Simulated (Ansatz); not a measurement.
```cif
data_structure
_symmetry_space_group_name_H-M 'P 1'
_symmetry_Int_Tables_number 1
_cell_length_a 2.9500
_cell_length_b 5.1095
_cell_length_c 4.6860
_cell_angle_alpha 90.000
_cell_angle_beta 90.000
_cell_angle_gamma 90.000
_cell_volume 70.63
loop_
_atom_site_label
_atom_site_type_symbol
_atom_site_fract_x
_atom_site_fract_y
_atom_site_fract_z
_atom_site_occupancy
Ti1 Ti 0.50000 0.35535 0.25000 1
Ti2 Ti 0.00000 0.85535 0.25000 1
Ti3 Ti 0.00000 0.14465 0.75000 1
Ti4 Ti 0.50000 0.64465 0.75000 1
```

Space group Cmcm; changed on purpose from its base cell (atom 1 (Ti) moved by (+0.225, +0.000) A along y and z); computed pressure about −6 GPa in this cell; computed without spin polarisation.

Computed with DFT PBEsol, scalar-relativistic, plane waves, PAW (Ansatz 0.2.0).

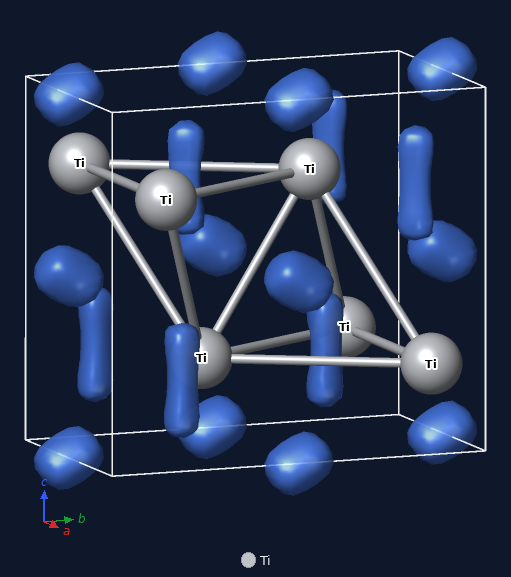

Ti. Isosurface of the electron localisation function at 0.65 (blue), seen slightly off an axis. Only the valence region is drawn (cores and ρ < 0.01 e/Å³ removed). Sticks mark near contacts.

**Where are the electrons localised?**

The ELF exceeds this value in eight pockets between the atoms, centred on no nucleus (multi-centre or interstitial), counted in one cell of 4 atoms. Any copies at cell faces, edges or corners count once. There are no localised bonds or lone pairs at this value.

Values along the shortest contacts:
Ti–Ti (2.77 Å): the ELF is about 0.15 at the midpoint; no shared electron pair shows on this line. Ti–Ti (2.95 Å): the ELF is about 0.30 at the midpoint; no shared electron pair shows on this line.
